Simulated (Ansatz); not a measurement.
**MoP: band-structure calculation**

The run: band-structure calculation of MoP (P-6m2, 2 atoms in the cell). Method and program: DFT, r2SCAN, PAW with Ansatz's default frozen-core files, scalar-relativistic, no spin polarisation (Ansatz 0.2.0).

It belongs to a series of runs on one base structure; here: volume scaled by 0.85, PAW files. Figures and captions count atoms from 1; the log counts them from 0 in places.

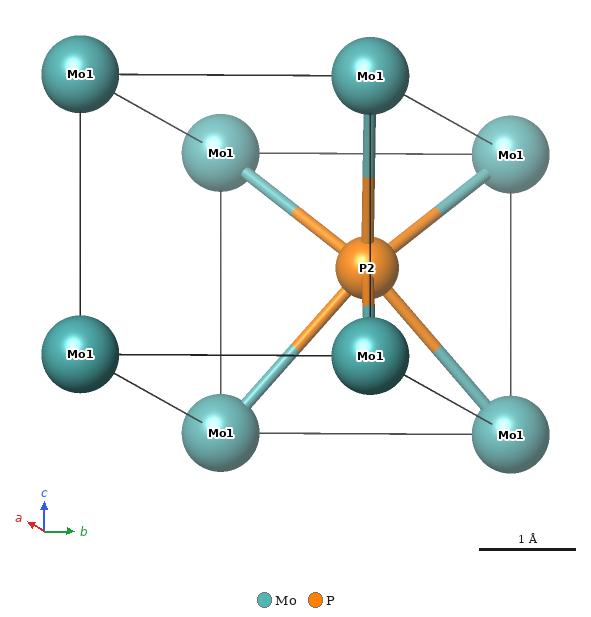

*The structure (ball-and-stick view of the cell of the calculation, seen at an oblique angle; atoms are numbered from 1 in the order of the input).*

Near neighbours in the crystal (not all of them lie inside the picture): Mo has 6 P at 2.33 Å; P has 6 Mo at 2.33 Å.

Input:
```yaml
crystal:
  lattice:
    - [3.0273906866, 0.0, 0.0]
    - [-1.5136953433, 2.6217972418, 0.0]
    - [0.0, 0.0, 3.0741807578]
  atoms:
    - { symbol: Mo, position: [0.0, 0.0, 0.0] }
    - { symbol: P, position: [0.3333333333, 0.6666666667, 0.5] }
kpoints:
  mp_grid: { grid: [13, 13, 11] }
  band_path:
    path:
      - [0.0, 0.0, 0.0]
      - [0.5, 0.0, 0.0]
      - [0.3333333333, 0.3333333333, 0.0]
      - [0.0, 0.0, 0.0]
      - [0.0, 0.0, 0.5]
      - [0.5, 0.0, 0.5]
      - [0.3333333333, 0.3333333333, 0.5]
      - [0.0, 0.0, 0.5]
      - [0.5, 0.0, 0.5]
    npoints: 6
scf:
  occupations: { method: fermi_dirac, width: 0.05 }
hamiltonian:
  xc: r2scan
  pseudopotentials: { kind: paw }
output:
  forces: true
  stress: true
  eigenvalues: true
  efg: { contact_densities: true }
  populations: true
  write_density: true
  write_potential: true
  elf: true
  volumetric_format: npy
```

Machine: 1 thread of AMD EPYC (Zen 3), 16 GiB of memory available, shared host.

Run as:
```bash
ansatz run input.yaml --threads 1 --pin off --max-ram 2048MiB --backend cpu --events-out ev --progress --plain --runs-dir out
```

Log:
```
Mo: output.efg is read without spin–orbit coupling, which moves field gradients at and beside such atoms by some per cent and up to a factor of two; PAW files take it under magnetization.noncollinear and magnetization.spin_orbit
Engine: ansatz 0.2.0, x86_64-unknown-linux-gnu
Pseudopotentials: kind: paw
Pseudopotential: Mo, paw, valence charge 14, recommended cutoff 500 eV (meta_gga), Mo.paw.azcp
Pseudopotential: P, paw, valence charge 5, recommended cutoff 500 eV (meta_gga), P.paw.azcp
Functional definition: r2SCAN
  parameter k0 = 0.174
  parameter k1 = 0.065
  parameter a1 = 4.9479
  exchange = r2scan_x(k0 = k0, k1 = k1, a1 = a1)
  correlation = r2scan_c
Crystal: 2 atoms, lattice volume = 24.400 Å³
Basis set: ecut = 500 eV, 635 PW (Γ), exchange–correlation on 96×96×96 points (64 copies of the dense FFT grid, shifted against one another)
Bands: 14, of which v1, the nominal top of the filled ones, is band 10 counted from 1 (9 counted from 0)
Symmetry: 12 space group operations
Space group: P-6m2 (ITA 187), of the structure as read, at distance tolerance 2.9e-5 Å
k-points: 126 of 1859 (time reversal used)
Non-local potential: Mo, projectors of the file, l = 0: 3, l = 1: 2, l = 2: 2, l = 3: 1
Non-local potential: P, projectors of the file, l = 0: 2, l = 1: 2, l = 2: 2
PAW form: soft (Blöchl's): semilocal exchange-correlation on the pseudo side does not see the compensation charge
PAW frozen core: Mo, regenerated for the run's functional (the file was generated under x = pbe(κ = 0.804, μ = 0.2195149727645171), c = pbe(β = 0.06672455060314922))
PAW frozen core: P, regenerated for the run's functional (the file was generated under x = pbe(κ = 0.804, μ = 0.2195149727645171), c = pbe(β = 0.06672455060314922))
PAW one-centre angular grid: Mo, 590 points (default); XC on 160 Gauss nodes
PAW one-centre angular grid: P, 302 points (default); XC on 160 Gauss nodes
Initial density: superposition of atomic densities (neutral atoms: chi_scale 0, normalization atom), corrected by the library's trained network
Initial wavefunctions: pseudopotential atomic-orbital guess
Functional: x = r2scan, c = r2scan; τ floored in thin density (d = 2e-4 eV/Å³)
SCF iter   1: F=—  HF=-5727.480950 eV  |F-HF|=—  |Δ(HF+E_count)|=         —  Δρ=9.91e-3  dr2=8.20e-3  dr2_τ=5.29e-2  ethr=1.77e-3  ⟨swp⟩=6.0  Hψ=11166  notcnv=0
preconditioner: auto → none  [metal: Δε(μ)=0.034 eV  Ē_g=10.646 eV  σ=0.050 eV  W_gap=0.17  n_scr=8 (ndim 8)  ℏωp=24.9 eV  f_vac=0.000  D(μ)=0.69/eV (n_scr^D=2)  sad-step TF]
SCF iter   2: F=—  HF=-5727.536062 eV  |F-HF|=—  |Δ(HF+E_count)|=   5.51e-2  Δρ=6.51e-3  dr2=3.51e-3  dr2_τ=2.01e-4  ethr=4.32e-5  ⟨swp⟩=2.4  Hψ=4388  notcnv=0  defer=24
SCF iter   3: F=—  HF=-5727.539351 eV  |F-HF|=—  |Δ(HF+E_count)|=   3.29e-3  Δρ=7.08e-4  dr2=8.14e-5  dr2_τ=1.59e-5  ethr=1.85e-5  ⟨swp⟩=2.0  Hψ=3354  notcnv=0  defer=24
SCF iter   4: F=—  HF=-5727.539442 eV  |F-HF|=—  |Δ(HF+E_count)|=   9.08e-5  Δρ=2.43e-4  dr2=7.21e-6  dr2_τ=1.31e-6  ethr=4.28e-7  ⟨swp⟩=2.0  Hψ=2429  notcnv=0  defer=24
SCF iter   5: F=—  HF=-5727.539457 eV  |F-HF|=—  |Δ(HF+E_count)|=   1.51e-5  Δρ=1.65e-4  dr2=9.60e-6  dr2_τ=8.31e-7  ethr=3.79e-8  ⟨swp⟩=2.0  Hψ=2959  notcnv=0  defer=24
SCF iter   6: F=—  HF=-5727.539456 eV  |F-HF|=—  |Δ(HF+E_count)|=   1.73e-6  Δρ=3.90e-5  dr2=5.29e-7  dr2_τ=5.12e-8  ethr=3.79e-8  ⟨swp⟩=2.0  Hψ=2458  notcnv=0  defer=24
SCF iter   7: F=-5727.539455 eV  HF=-5727.539455 eV  |F-HF|=9.15e-9  |Δ(HF+E_count)|=   5.76e-8  Δρ=7.39e-6  dr2=1.50e-8  dr2_τ=1.24e-9  ethr=5.26e-10  ⟨swp⟩=10.1  Hψ=11960  notcnv=0
SCF 1 converged in 7 iterations: F = -5727.539455 eV  dr2 = 1.50e-8
  greatest PAW one-centre occupation: 0.997 electrons in one spin orbital (limit 2), on the Mo atom at site 0 (counted from 0), in its partial waves of l = 0
NSCF: frozen V_eff on 49 k-points
SCF converged after 7 iterations
Free energy (F): -5727.539455 eV
Harris-Foulkes:  -5727.539455 eV  (|F-HF|=9.15e-9)
Internal energy: -5727.534099 eV  (E = F + TS)
E sigma→0 (E₀):  -5727.536777 eV
Entropy (-TS):   -0.005356 eV (-2.678 meV/atom)
Fermi energy:    20.913432 eV
--- Per-component energies (eV) ---
  E_band       = -14.548540
  E_kinetic    = 530.006118
  E_local      = -902.758921  (includes V_loc(G=0)·N_el)
  E_nonlocal   = 177.374376
  E_hartree    = 323.226708
  E_xc         = -243.932870
  E_vxc        = -331.943443  (∫ρ·V_xc dr)
  E_paw        = -3794.536213  (= ΣΔE_a)
  E_vpaw       = -154.248611  (= ΣTr[D̂ρ^β])
  E_aug_tail   = 0.000000  (compensation charges beyond the density's cutoff)
  E_vtau       = 20.564590  (kinetic-family band-sum trace: ∫τ·v_τ [+ j·A + Jᵃ·Aᵃ] dr)
  E_ewald      = -1816.601252
  E_core_change = -0.312046  (= ΣΔE_core)
  E_smearing   = -0.005356  (= −TS)
  E_closure    = 0.000000  (closes the sum)
  Σ components = -5727.539455   (vs F -5727.539455, Δ=0.00e0)
--- Forces (eV/Å), atoms counted from 1 ---
  atom   1  Mo    -0.00000000    -0.00000000     0.00000000
  atom   2  P     -0.00000000    -0.00000000     0.00000000
  max |Σ_I F_I| component: 2.59e-16 eV/Å
--- Stress (GPa, compression-positive) ---
       53.781611       0.000000      -0.000000
        0.000000      53.781611      -0.000000
       -0.000000      -0.000000      53.804831
  P = ⅓ Tr σ = 53.7894 GPa (537.894 kbar)
--- PAW observables at the nuclei: V_zz in 10²¹ V/m², potentials from the cell's mean, atoms counted from 1 ---
  atom   1  Mo V_zz =    +1.075159   η = 0.0000   by run symmetry: allowed
            electrostatic potential = -6362.553604 V   contact ρ = 594828.572506 e/Å³
  atom   2  P  V_zz =    -0.925538   η = 0.0000   by run symmetry: allowed
            electrostatic potential = -1507.795289 V   contact ρ = 15992.207031 e/Å³
--- Band table (eV; the first three rows and the last of 126) ---
  k-point 0: bands = ["-42.1570", "-15.6675", "-15.2929", "-15.2929", "5.0402", "15.4365", "16.9418", "16.9418", "19.9980", "21.1960", "21.1960", "26.0965", "26.0965", "27.4218"]
  k-point 1: bands = ["-42.1539", "-15.7109", "-15.2893", "-15.2893", "5.2155", "15.2997", "17.0158", "17.0158", "19.9484", "20.7739", "20.7739", "26.4848", "26.4848", "27.5275"]
  k-point 2: bands = ["-42.1455", "-15.8259", "-15.2797", "-15.2797", "5.7179", "14.7846", "17.2225", "17.2225", "19.9276", "19.9276", "20.0572", "26.6927", "26.6927", "27.8349"]
  k-point 125: bands = ["-42.0264", "-15.9809", "-15.7780", "-15.6576", "8.7063", "12.4207", "14.2838", "17.0599", "19.0245", "23.0668", "25.6536", "25.9047", "26.3091", "27.2751"]
--- Löwdin populations: 2 sites ---
  site symbol       q [e]
     0     Mo     14.1480
     1      P      4.6765
  spilling = 0.009235 (of n_electrons = 19.000000)
```

File populations.tsv:
```
# site	symbol	l	j	q
# orbitals = lowdin
# n_electrons = 19.000000
# spilling = 0.009235
0	Mo	0_4S	-	1.935625
0	Mo	0_5S	-	0.500665
0	Mo	1_4P	-	5.977008
0	Mo	2_4D	-	5.734740
1	P	0_3S	-	1.263640
1	P	1_3P	-	3.412851
```

File rho_z.tsv:
```
# z_ang	rho[e/angstrom^3]
# format = ansatz-planar-average/11
# lattice	3.027390687	0.000000000	0.000000000
# lattice	-1.513695343	2.621797242	0.000000000
# lattice	0.000000000	0.000000000	3.074180758
# sites	2
# site	42	0.000000000	-0.000000000	0.000000000
# site	15	0.000000000	1.747864828	1.537090379
0.000000	1.438859e0
0.128091	1.410204e0
0.256182	1.314350e0
0.384273	1.144681e0
0.512363	9.306600e-1
0.640454	7.308243e-1
0.768545	5.909416e-1
0.896636	5.163893e-1
1.024727	4.798539e-1
1.152818	4.541975e-1
1.280909	4.318433e-1
1.409000	4.157583e-1
1.537090	4.099506e-1
1.665181	4.157583e-1
1.793272	4.318433e-1
1.921363	4.541975e-1
2.049454	4.798539e-1
2.177545	5.163893e-1
2.305636	5.909416e-1
2.433726	7.308243e-1
2.561817	9.306600e-1
2.689908	1.144681e0
2.817999	1.314350e0
2.946090	1.410204e0
```

File v_z.tsv:
```
# z_ang	v_es[eV]	v_tot[eV]
# format = ansatz-planar-average/11
# xc	r2scan
# density_cutoff_ev	2000
# datasets	Mo=:simpson_from_first_knot:soft:shift=0	P=:simpson_from_first_knot:soft:shift=0
# lattice	3.027390687	0.000000000	0.000000000
# lattice	-1.513695343	2.621797242	0.000000000
# lattice	0.000000000	0.000000000	3.074180758
# sites	2
# site	42	0.000000000	-0.000000000	0.000000000
# site	15	0.000000000	1.747864828	1.537090379
0.000000	-2.684227e-1	-1.651071e1
0.128091	3.161196e-1	-1.586373e1
0.256182	1.958495e0	-1.406721e1
0.384273	4.360549e0	-1.144169e1
0.512363	7.101014e0	-8.185105e0
0.640454	9.659559e0	-4.940060e0
0.768545	1.132696e1	-2.626518e0
0.896636	1.155370e1	-1.928520e0
1.024727	1.043140e1	-2.738572e0
1.152818	8.632632e0	-4.405143e0
1.280909	6.934059e0	-6.274476e0
1.409000	5.801473e0	-7.525097e0
1.537090	5.410838e0	-7.915798e0
1.665181	5.801473e0	-7.525097e0
1.793272	6.934059e0	-6.274476e0
1.921363	8.632632e0	-4.405143e0
2.049454	1.043140e1	-2.738572e0
2.177545	1.155370e1	-1.928520e0
2.305636	1.132696e1	-2.626518e0
2.433726	9.659559e0	-4.940060e0
2.561817	7.101014e0	-8.185105e0
2.689908	4.360549e0	-1.144169e1
2.817999	1.958495e0	-1.406721e1
2.946090	3.161196e-1	-1.586373e1
```

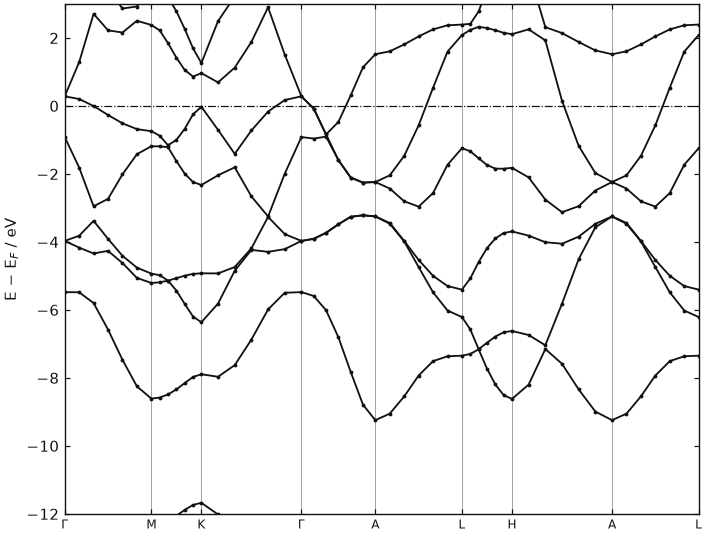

*Band structure along Γ–M–K–Γ–A–L–H–A–L, with energies from the Fermi level.*

Bands cross the Fermi level: a metal at this level of theory.

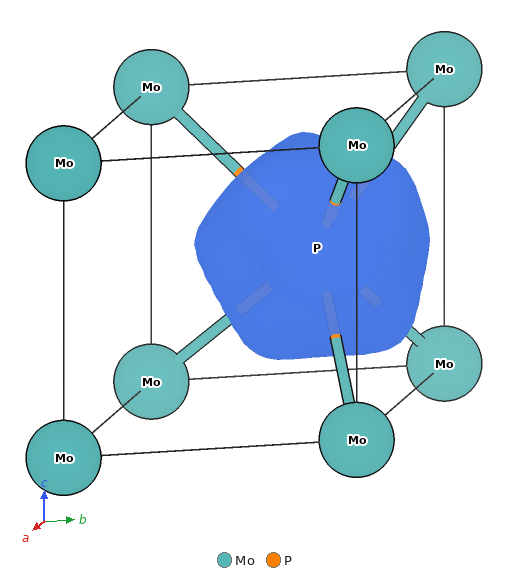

*Isosurface of the electron localisation function at 0.55 (blue), seen slightly off an axis. Only the valence region is drawn (cores and ρ < 0.01 e/Å³ removed). Sticks mark near contacts. The outline is the cell set on symmetry axes.*

Profiles from the grid: Mo–P (2.33 Å): the ELF is about 0.45 at the midpoint. In a PAW calculation such maps are meaningful between the atoms, not at the nuclei.

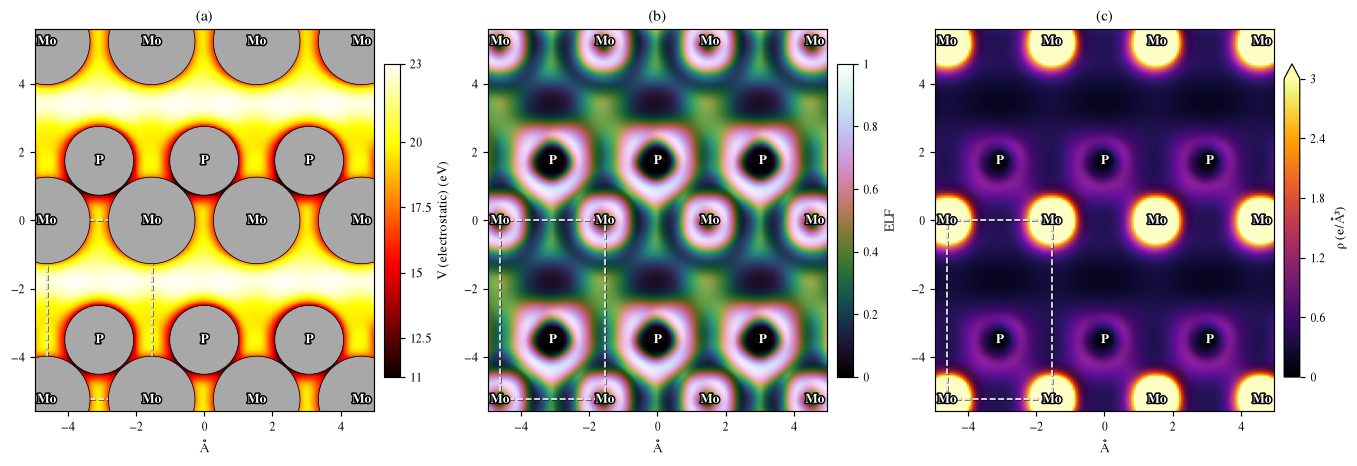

*(a) electrostatic potential (local pseudopotential plus Hartree) felt by an electron; (b) electron localisation function; (c) valence pseudo-density on the (110) plane of the conventional cell. Grey discs, where drawn, cover atomic cores.*

Atoms in the plane: Mo and P. Mo–P (2.33 Å): the density is about 0.68 e/Å³ at the midpoint; the ELF is about 0.45 at the midpoint. Away from the nuclei the density in this plane falls to 0.12 e/Å³ at its lowest. The strong features right at Mo lie inside the PAW spheres (semicore, d or f shells) and say nothing about bonding. Outside the cores the potential energy rises away from the atoms and is highest about 1.9 Å from the nearest atoms; outside the discs it spans about 11 eV, and its zero is arbitrary.

Key numbers:

- outcome: converged
- space group (tolerance 0.01 Å): P-6m2 (187)
- electrons treated: 19
- free energy: −5727.5395 eV
- Fermi energy: 20.913 eV
- pressure: 53.79 GPa
- field gradient V_zz (10²¹ V/m²): Mo 1.08, P −0.93
- electronic character: metal
- largest force (length of the vector): under 0.001 eV/Å
- wall time: 12 s
- peak memory: 0.5 GiB

Warnings of the run: the field gradients leave out spin–orbit coupling. The cell is under a pressure of 54 GPa at this level, so it is not at its equilibrium volume.
